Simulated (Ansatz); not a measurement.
# AgO: 5 runs along one coordinate

System: AgO (I-4m2, 2 atoms in the cell).
Method: DFT PBEsol, scalar-relativistic, plane waves, PAW, no spin polarisation (Ansatz 0.2.0).

The 5 runs differ only in the geometry, by a strain of the cell at fixed fractional positions. Against run 3, the strain is εxx = η and εyy = η. The structure derives from an entry of the Crystallography Open Database.

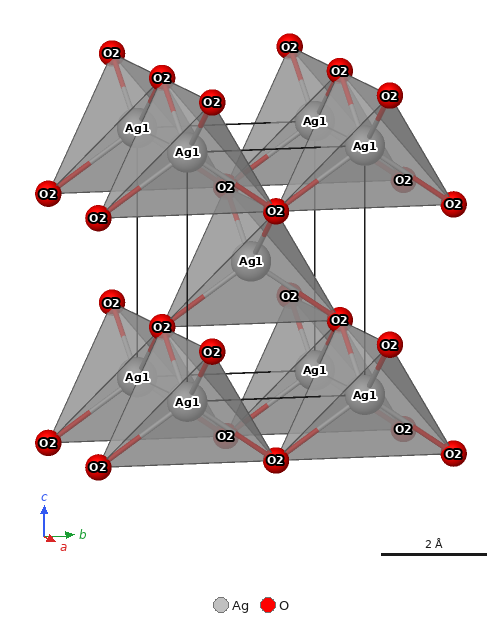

Figure 1. The structure of run 3 (polyhedral view of the cell 2 times as large as that of the calculation, set on its symmetry axes, seen slightly off an axis; polyhedra are completed across the faces of the cell; atoms are numbered from 1 in the order of the input).

### Input of run 3
```yaml
crystal:
  lattice:
    - [0.0, 2.4983, 2.408]
    - [2.4983, 0.0, 2.408]
    - [2.4983, 2.4983, 0.0]
  atoms:
    - { symbol: Ag, position: [0.0, 0.0, 0.0] }
    - { symbol: O, position: [0.75, 0.75, 0.75] }
basis:
  ecutwfc: 420
kpoints:
  mp_grid: { grid: [18, 18, 18] }
hamiltonian:
  xc: pbesol
scf:
  occupations: { method: gaussian, width: 0.15 }
output:
  forces: true
  stress: true
  eigenvalues: true
```

Run 2 differs from it as follows:
```diff
-    - [0.0, 2.4983, 2.408]
-    - [2.4983, 0.0, 2.408]
-    - [2.4983, 2.4983, 0.0]
+    - [0.0, 2.2274, 2.408]
+    - [2.2274, 0.0, 2.408]
+    - [2.2274, 2.2274, 0.0]
```

### Results, with one run withheld

| run | strain parameter η (%) | free energy per atom, from the lowest run given (meV) | pressure (GPa) |
| --- | --- | --- | --- |
| 1 | −18.0723 | 1164.28 | 113.90 |
| 2 | −10.8434 | ? | ? |
| 3 | 0.0000 | 0.00 | 0.89 |
| 4 | 7.2289 | 80.98 | −10.55 |
| 5 | 10.8434 | 174.68 | −13.39 |

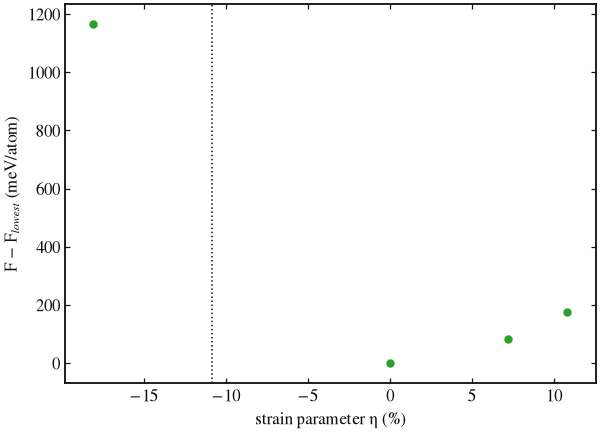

Figure 2. Free energy per atom of the runs given; the dotted line marks run 2.

Fit the runs given and predict run 2.

A quadratic polynomial in the coordinate, fitted to the 4 runs given, misses them by at most 23.90 meV per atom. With x = η − 0.0000, it reads F = 11.154 − 13.674 x + 2.7704 x² (meV per atom). At run 2 it gives 485.17 meV per atom, and the run itself gives 356.94. The fit has its minimum at η = 2.4679 %. So low a polynomial doesn't follow these energies more closely.

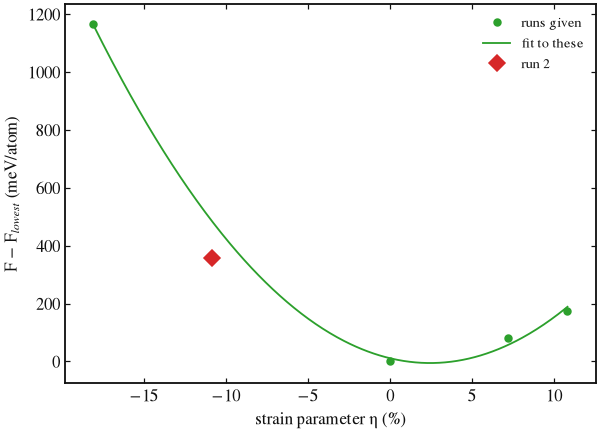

Figure 3. The fit and the withheld run.

### Output, shortened to warnings, some set-up lines, iterations and results (run 2)
```
Basis set: ecut = 420 eV, 477 PW (Γ), exchange–correlation on 48×48×48 points (8 copies of the dense FFT grid, shifted against one another)
Symmetry: 8 space group operations
k-points: 480 of 5832 (time reversal used)
Initial density: superposition of atomic densities (neutral atoms: chi_scale 0, normalization atom), corrected by the library's trained network
[...]
SCF iter   1: F=—  HF=-8079.383226 eV  |F-HF|=—  |Δ(HF+E_count)|=         —  Δρ=1.49e-2  dr2=4.31e-2  ethr=1.77e-3  ⟨swp⟩=4.4  Hψ=34416  notcnv=0
SCF iter   2: F=—  HF=-8079.376764 eV  |F-HF|=—  |Δ(HF+E_count)|=   6.46e-3  Δρ=1.08e-2  dr2=1.75e-2  ethr=1.72e-4  ⟨swp⟩=2.2  Hψ=18136  notcnv=0  defer=7
SCF iter   3: F=—  HF=-8079.371476 eV  |F-HF|=—  |Δ(HF+E_count)|=   5.29e-3  Δρ=1.57e-3  dr2=5.41e-4  ethr=6.98e-5  ⟨swp⟩=2.7  Hψ=14088  notcnv=0  defer=7
SCF iter   4: F=—  HF=-8079.371398 eV  |F-HF|=—  |Δ(HF+E_count)|=   7.81e-5  Δρ=5.97e-4  dr2=9.42e-5  ethr=2.16e-6  ⟨swp⟩=2.1  Hψ=12240  notcnv=0  defer=7
SCF iter   5: F=—  HF=-8079.371403 eV  |F-HF|=—  |Δ(HF+E_count)|=   5.30e-6  Δρ=2.00e-4  dr2=1.09e-5  ethr=3.77e-7  ⟨swp⟩=1.0  Hψ=8108  notcnv=0  defer=7
SCF iter   6: F=—  HF=-8079.371401 eV  |F-HF|=—  |Δ(HF+E_count)|=   2.29e-6  Δρ=3.87e-5  dr2=2.52e-7  ethr=4.37e-8  ⟨swp⟩=2.4  Hψ=10642  notcnv=0  defer=7
SCF iter   7: F=-8079.371401 eV  HF=-8079.371401 eV  |F-HF|=2.12e-9  |Δ(HF+E_count)|=   4.83e-8  Δρ=5.40e-6  dr2=4.39e-9  ethr=4.00e-10  ⟨swp⟩=5.0  Hψ=31751  notcnv=0
SCF 1 converged in 7 iterations: F = -8079.371401 eV  dr2 = 4.39e-9
SCF converged after 7 iterations
Free energy (F): -8079.371401 eV
Harris-Foulkes:  -8079.371401 eV  (|F-HF|=2.12e-9)
Internal energy: -8079.351091 eV  (E = F + TS)
E sigma→0 (E₀):  -8079.361246 eV
Entropy (-TS):   -0.020310 eV (-10.155 meV/atom)
Fermi energy:    14.443377 eV
--- Per-component energies (eV) ---
  E_band       = -254.952498
  E_kinetic    = 705.298576
  E_local      = -2718.347145  (includes V_loc(G=0)·N_el)
  E_nonlocal   = 133.188113
  E_hartree    = 1199.211703
  E_xc         = -256.850326
  E_vxc        = -328.365718  (∫ρ·V_xc dr)
  E_paw        = -3986.356506  (= ΣΔE_a)
  E_vpaw       = -445.150671  (= ΣTr[D̂ρ^β])
  E_aug_tail   = 0.002756  (compensation charges beyond the density's cutoff)
  E_ewald      = -3155.856289
  E_core_change = 0.358027  (= ΣΔE_core)
  E_smearing   = -0.020310  (= −TS)
  E_closure    = -0.000000  (closes the sum)
  Σ components = -8079.371401   (vs F -8079.371401, Δ=0.00e0)
--- Forces (eV/Å), atoms counted from 1 ---
  atom   1  Ag    -0.00000000     0.00000000    -0.00000000
  atom   2  O      0.00000000    -0.00000000     0.00000000
  max |Σ_I F_I| component: 1.94e-16 eV/Å
--- Stress (GPa, compression-positive) ---
       43.388041       0.000000      -0.000000
       -0.000000      43.388041       0.000000
       -0.000000       0.000000      50.756084
  P = ⅓ Tr σ = 45.8441 GPa (458.441 kbar)
```

Notes: The cell holds an odd number of electrons but the run has no spin polarisation, so it comes out as a metal.
